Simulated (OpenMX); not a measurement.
# CuI: 7 runs along one coordinate

System: CuI (F-43m, 2 atoms in the cell).
Method: Kohn-Sham DFT of a periodic cell, PBE, OpenMX 2013 PBE set, no spin polarisation (OpenMX 3.8.5).

The 7 runs differ only in the geometry, by an even scaling of the cell at fixed fractional positions. The structure derives from an entry of the Crystallography Open Database.

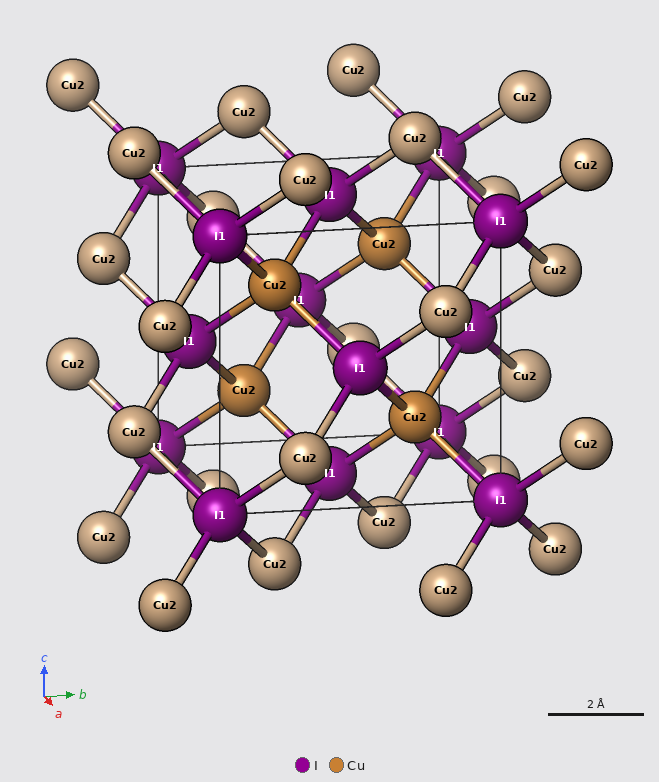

Figure 1. The structure of run 4 (ball-and-stick view of the cell 4 times as large as that of the calculation, set on its symmetry axes, seen slightly off an axis; neighbours outside the cell are drawn fainter; atoms are numbered from 1 in the order of the input).

## Input of run 4
```
System.CurrrentDirectory             ./
System.Name                          CuI
DATA.PATH                            ./DFT_DATA13
level.of.stdout                      1
level.of.fileout                     0
Species.Number                       2
<Definition.of.Atomic.Species
  I   I7.0-s3p2d2f1          I_PBE13
  Cu  Cu6.0H-s3p2d2          Cu_PBE13H
Definition.of.Atomic.Species>

Atoms.Number                         2
Atoms.SpeciesAndCoordinates.Unit     FRAC
<Atoms.SpeciesAndCoordinates
    1  I     0.0000000000    0.0000000000    0.0000000000   3.500  3.500
    2  Cu    0.7500000000    0.7500000000    0.7500000000   9.500  9.500
Atoms.SpeciesAndCoordinates>

Atoms.UnitVectors.Unit               Ang
<Atoms.UnitVectors
     0.0000000000    3.0315000000    3.0315000000
     3.0315000000    0.0000000000    3.0315000000
     3.0315000000    3.0315000000    0.0000000000
Atoms.UnitVectors>

scf.XcType                           GGA-PBE
scf.SpinPolarization                 off
scf.ElectronicTemperature            580.226
scf.energycutoff                     500.0
scf.maxIter                          100
scf.EigenvalueSolver                 band
scf.Kgrid                            9 9 9
scf.Mixing.Type                      rmm-diisk
scf.Init.Mixing.Weight               0.05
scf.Min.Mixing.Weight                0.001
scf.Max.Mixing.Weight                0.3
scf.Mixing.History                   25
scf.Mixing.StartPulay                8
scf.criterion                        1.0e-8
scf.stress.tensor                    on
MD.Type                              nomd
```

Command:
```bash
openmx CuI.dat -nt 1 > CuI.std
```

Run 5 has the same physical settings and fractional positions; its lattice vectors (Å) are:
```
   0.000000    3.051577    3.051577
   3.051577    0.000000    3.051577
   3.051577    3.051577    0.000000
```

## Results, with one run withheld

| run | volume per atom (Å³) | free energy per atom, from the lowest run given (meV) | gap on the mesh (eV) |
| --- | --- | --- | --- |
| 1 | 26.188 | 40.42 | 1.49 |
| 2 | 26.745 | 25.39 | 1.42 |
| 3 | 27.302 | 14.19 | 1.36 |
| 4 | 27.859 | 6.62 | 1.30 |
| 5 | 28.417 | ? | ? |
| 6 | 28.974 | 0.00 | 1.19 |
| 7 | 29.531 | 0.60 | 1.13 |

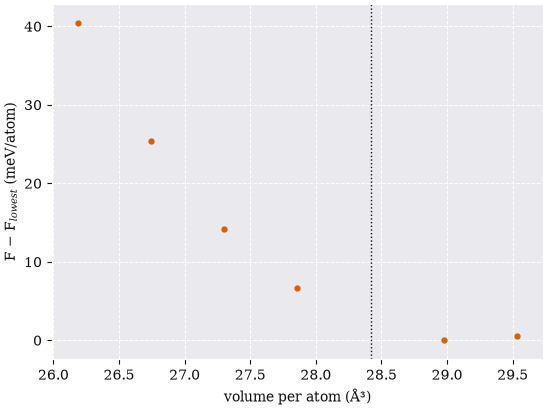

Figure 2. Free energy per atom of the runs given; the dotted line marks run 5.

Fit the runs given and predict run 5.

A cubic polynomial in V^(−2/3) (the Birch–Murnaghan form), fitted to the 6 runs given, misses them by at most 0.07 meV per atom. With x = V^(−2/3) − 0.10917 Å⁻², it reads F = 8.1296 + 4685.7 x + 6.8416e+05 x² + 3.5007e+06 x³ (meV per atom). At run 5 it gives 1.93 meV per atom, and the run itself gives 2.02. The fit has its minimum at 29.120 Å³ per atom, where V d²F/dV² gives 35.3 GPa: the bulk modulus at this level, since symmetry fixes the shape and the positions. The gap on the mesh goes, without turning, from 1.49 eV in run 1 to 1.13 eV in run 7; run 5 has 1.24 eV. These are gaps of this functional on this mesh, which can miss the band edges; they aren't the measured gap.

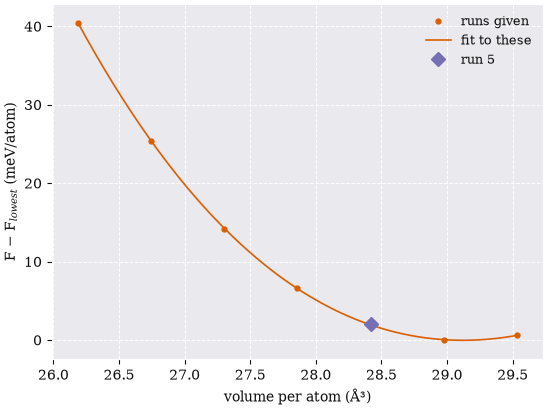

Figure 3. The fit and the withheld run.

## Some lines of the output (run 5)
```
[...]
  Cell_Volume =    383.530045919226 (Bohr^3)
        Total energy (Hartree) at MD = 1
   kloop=0
   kloop=1
   kloop=364
```

Notes: With a small basis of atomic orbitals these values can differ much from converged plane-wave results.
